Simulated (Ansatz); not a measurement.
A series of calculations on CaF2

### Vibrations

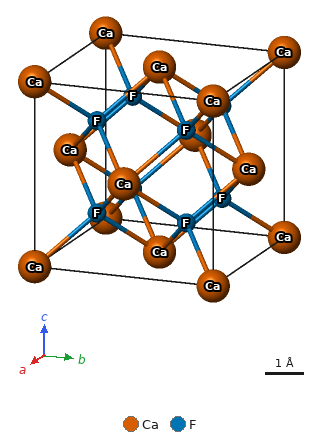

Phonons of solid CaF2 relaxed at 18 GPa, space group Fm-3m (No. 225), at the zone centre. Style: ball-and-stick. Shown: the conventional cell (4 times the calculation's cell), slightly off an axis. Lengths and directions refer to the drawn axes.

Theory: Ansatz, DFT LDA, scalar-relativistic, plane waves, PAW.

Input file:
```yaml
crystal:
  lattice:
    - [0.0, 2.5485805271, 2.5485805271]
    - [2.5485805271, 0.0, 2.5485805271]
    - [2.5485805271, 2.5485805271, 0.0]
  atoms:
    - { symbol: Ca, position: [0.0, 0.0, 0.0] }
    - { symbol: F, position: [0.25, 0.25, 0.25] }
    - { symbol: F, position: [0.75, 0.75, 0.75] }
basis:
  ecutwfc: 420
kpoints:
  mp_grid: { grid: [8, 8, 8] }
hamiltonian:
  xc: lda
scf:
  occupations: { method: fixed }
output:
  eigenvalues: true
phonons:
  method: dfpt
  dielectric: true
  rigid_motions: translations
  eigenvectors: true
```

Launched with:
```bash
ansatz run input.yaml --threads 1 --pin off --max-ram 3072MiB --backend cpu --events-out ev --progress --plain --runs-dir out
```

Frequencies are those without the non-analytic (LO–TO) term.

### List the optical modes.

The calculation's cell holds 3 atoms, so there are 6 optical modes, in 2 levels. The optical modes span T₁u + T₂g. No level is unstable.

```json
{"level": "1", "symmetry": "T₁u", "frequency (cm⁻¹)": "375", "activity": "infrared-active"}
{"level": "2", "symmetry": "T₂g", "frequency (cm⁻¹)": "417", "activity": "Raman-active"}
```

The modes drawn as arrows (one member of each degenerate set):

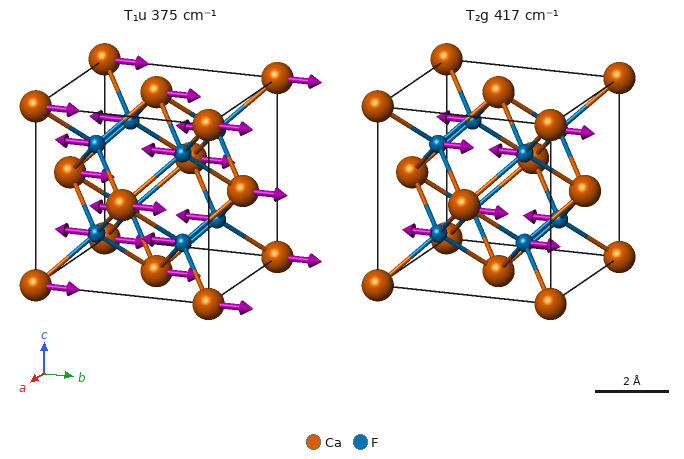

### Vibrations

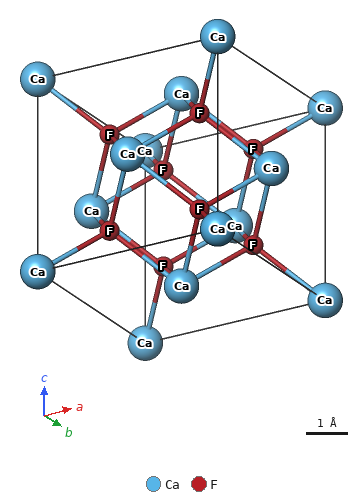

Lattice vibrations of crystalline CaF2 relaxed at 7 GPa, space group Fm-3m (No. 225), at the zone centre. Style: ball-and-stick. Shown: the conventional cell (4 times the calculation's cell), from a free direction. Lengths and directions refer to the drawn axes.

Method: DFT LDA, scalar-relativistic, plane waves, PAW in Ansatz 0.2.0.

Input file:
```yaml
crystal:
  lattice:
    - [0.0, 2.610104523, 2.610104523]
    - [2.610104523, 0.0, 2.610104523]
    - [2.610104523, 2.610104523, 0.0]
  atoms:
    - { symbol: Ca, position: [0.0, 0.0, 0.0] }
    - { symbol: F, position: [0.25, 0.25, 0.25] }
    - { symbol: F, position: [0.75, 0.75, 0.75] }
basis:
  ecutwfc: 420
kpoints:
  mp_grid: { grid: [8, 8, 8] }
hamiltonian:
  xc: lda
scf:
  occupations: { method: fixed }
output:
  eigenvalues: true
phonons:
  method: dfpt
  dielectric: true
  rigid_motions: translations
  eigenvectors: true
```

Launched with:
```bash
ansatz run input.yaml --threads 1 --pin off --max-ram 3072MiB --backend cpu --events-out ev --progress --plain --runs-dir out
```

Frequencies are those without the non-analytic (LO–TO) term.

Which optical modes does it have, at what frequencies, and is it stable there?

The calculation's cell holds 3 atoms, so there are 6 optical modes, in 2 levels. The optical modes span T₁u + T₂g. No level is unstable.

```tsv
level	symmetry	frequency (cm⁻¹)	activity
1	T₁u	321	infrared-active
2	T₂g	373	Raman-active
```

The modes drawn as arrows (one member of each degenerate set):

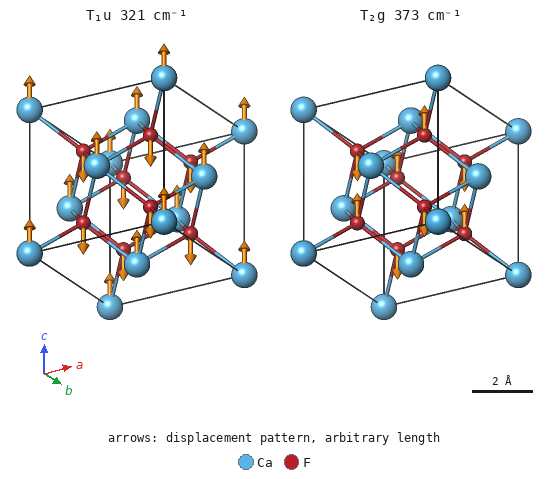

### Softest mode

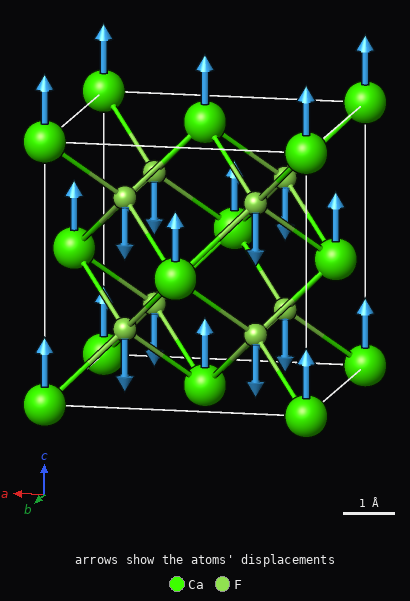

The lowest optical mode of a crystal of CaF2, space group Fm-3m (No. 225), at the zone centre. The blue arrows are the displacements of the atoms (eigenvector over the root of the mass), of arbitrary overall length and sign. Style: ball-and-stick. Shown: the conventional cell (4 times the calculation's cell), from a free direction. Lengths and directions refer to the drawn axes.

Method: Ansatz, DFT LDA, scalar-relativistic, plane waves, PAW.

Input
```yaml
crystal:
  lattice:
    - [0.0, 2.6629890216, 2.6629890216]
    - [2.6629890216, 0.0, 2.6629890216]
    - [2.6629890216, 2.6629890216, 0.0]
  atoms:
    - { symbol: Ca, position: [0.0, 0.0, 0.0] }
    - { symbol: F, position: [0.25, 0.25, 0.25] }
    - { symbol: F, position: [0.75, 0.75, 0.75] }
basis:
  ecutwfc: 420
kpoints:
  mp_grid: { grid: [8, 8, 8] }
hamiltonian:
  xc: lda
scf:
  occupations: { method: fixed }
output:
  eigenvalues: true
phonons:
  method: dfpt
  dielectric: true
  rigid_motions: translations
  eigenvectors: true
```

Run as
```bash
ansatz run input.yaml --threads 1 --pin off --max-ram 3072MiB --backend cpu --events-out ev --progress --plain --runs-dir out
```

Frequencies are those without the non-analytic (LO–TO) term.

> Is the structure stable against all modes at this point?

Yes: this softest mode has a real frequency, and so have all others here. That speaks for this wave vector alone: the rest of the zone wasn't checked in this run. This is the T₁u mode (triply degenerate; one member of the set is drawn) at 278 cm⁻¹, the lowest optical level, infrared-active by symmetry. The F sublattice moves against the Ca sublattice, along c; the kinetic energy is shared as F 51 %, Ca 49 %. Its infrared intensity is 20 (D/Å)²/amu for the set. The value is the transverse one; the longitudinal partner lies at 487 cm⁻¹.

### Softest mode

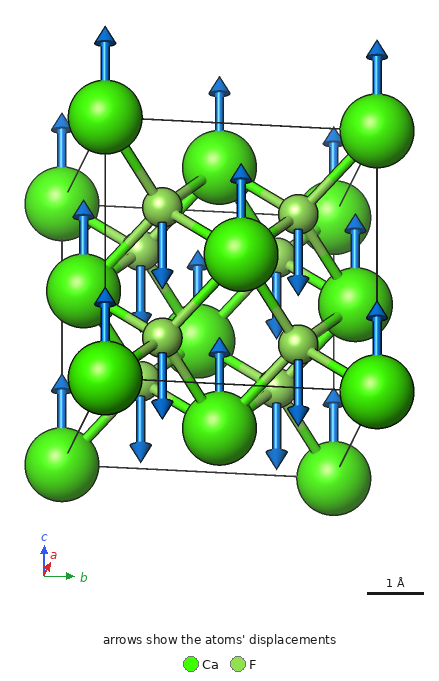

The lowest optical mode of crystalline CaF$_{2}$ relaxed at 35 GPa, space group Fm-3m (No. 225), at the zone centre. Displacements are drawn as blue arrows; their common scale and sign are arbitrary. Style: ball-and-stick. Shown: the conventional cell (4 times the calculation's cell), from a free direction. Lengths and directions refer to the drawn axes.

The calculation used DFT LDA, scalar-relativistic, plane waves, PAW in Ansatz.

The input:
```yaml
crystal:
  lattice:
    - [0.0, 2.4804543675, 2.4804543675]
    - [2.4804543675, 0.0, 2.4804543675]
    - [2.4804543675, 2.4804543675, 0.0]
  atoms:
    - { symbol: Ca, position: [0.0, 0.0, 0.0] }
    - { symbol: F, position: [0.25, 0.25, 0.25] }
    - { symbol: F, position: [0.75, 0.75, 0.75] }
basis:
  ecutwfc: 420
kpoints:
  mp_grid: { grid: [8, 8, 8] }
hamiltonian:
  xc: lda
scf:
  occupations: { method: fixed }
output:
  eigenvalues: true
phonons:
  method: dfpt
  dielectric: true
  rigid_motions: translations
  eigenvectors: true
```

Run as
```bash
ansatz run input.yaml --threads 1 --pin off --max-ram 3072MiB --backend cpu --events-out ev --progress --plain --runs-dir out
```

Frequencies are those without the non-analytic (LO–TO) term.

Question: Is this crystal at a minimum with respect to the drawn distortion?

Answer: Yes: this softest mode has a real frequency, and so have all others here. That speaks for this wave vector alone: the rest of the zone wasn't checked in this run. This is the T₁u mode (triply degenerate; one member of the set is drawn) at 439 cm⁻¹, the lowest optical level, infrared-active by symmetry. The F sublattice moves against the Ca sublattice, along c; the kinetic energy is shared as F 51 %, Ca 49 %. Its infrared intensity is 21 (D/Å)²/amu for the set. The value is the transverse one; the longitudinal partner lies at 624 cm⁻¹.
